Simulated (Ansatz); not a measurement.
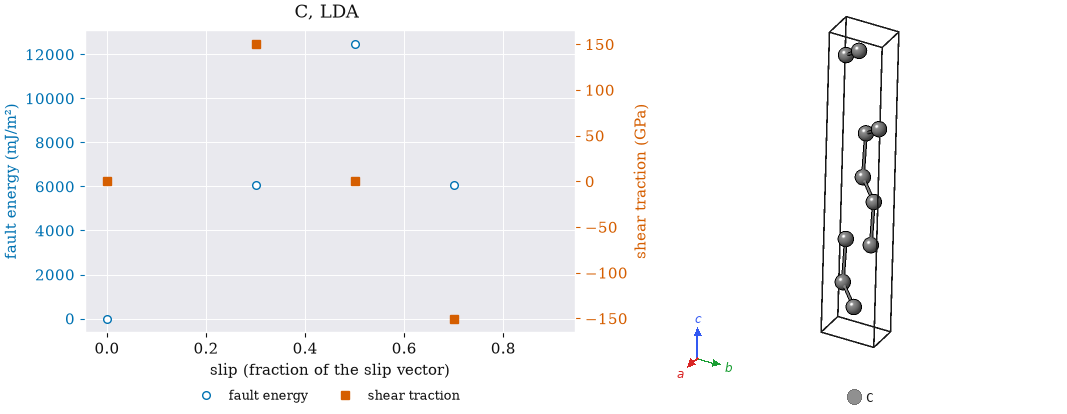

The plot gives the computed fault energy and shear traction against slip for C, space group R-3m (No. 166). The cell is drawn beside the plot.

Starting cell:
```yaml
crystal:
  lattice:
    - [-2.49129, 0.00000, 0.00000]
    - [-1.24565, -2.15752, 0.00000]
    - [1.24565, 0.71917, 10.25388]
  atoms:
    - { symbol: C, position: [0.02482, 0.02482, 0.87416] }
    - { symbol: C, position: [0.97518, 0.97518, 0.72524] }
    - { symbol: C, position: [0.10870, 0.10870, 0.12579] }
    - { symbol: C, position: [0.89130, 0.89130, 0.47361] }
    - { symbol: C, position: [0.15837, 0.15837, 0.27480] }
    - { symbol: C, position: [0.84163, 0.84163, 0.32460] }
    - { symbol: C, position: [0.37486, 0.37486, 0.92429] }
    - { symbol: C, position: [0.62514, 0.62514, 0.67511] }
    - { symbol: C, position: [0.42532, 0.42532, 0.07567] }
    - { symbol: C, position: [0.57468, 0.57468, 0.52373] }
```

Computed with Ansatz 0.2.0: rigid slide of a crystal across a plane by tilting cell vector c, one fault a cell, unrelaxed, by plane-wave density functional theory with PAW datasets, free energies less that of the undisturbed cell; scalar-relativistic. Level: LDA, no spin polarisation.

wave cutoff 420 eV; k mesh 10×10×3; occupations Gaussian; smearing width 0.05 eV; k shift (0, 0, 0) (mesh steps); start relaxed; height of the cut 0 (fraction of cell vector c); slip vector (1, 0) (multiples of cell vectors a and b).

The points at slip 0.6, 0.7, 0.8 and 0.9 follow from computed ones by symmetry.

The points at slip 0.1, 0.2, 0.4, 0.6, 0.8 and 0.9 are left out of the plot. What values does the calculation give there?

```json
{"slip (fraction of the slip vector)": "0.1", "fault energy (mJ/m²)": "698.2", "shear traction (GPa)": "56"}
{"slip (fraction of the slip vector)": "0.2", "fault energy (mJ/m²)": "2780.9", "shear traction (GPa)": "110"}
{"slip (fraction of the slip vector)": "0.4", "fault energy (mJ/m²)": "9937.2", "shear traction (GPa)": "150"}
{"slip (fraction of the slip vector)": "0.6", "fault energy (mJ/m²)": "9937.2", "shear traction (GPa)": "-150"}
{"slip (fraction of the slip vector)": "0.8", "fault energy (mJ/m²)": "2780.9", "shear traction (GPa)": "-110"}
{"slip (fraction of the slip vector)": "0.9", "fault energy (mJ/m²)": "698.2", "shear traction (GPa)": "-56"}
```

Keep in mind: gap closes along the scan on a mesh chosen for the insulator; odd k mesh can miss points on the zone edge.
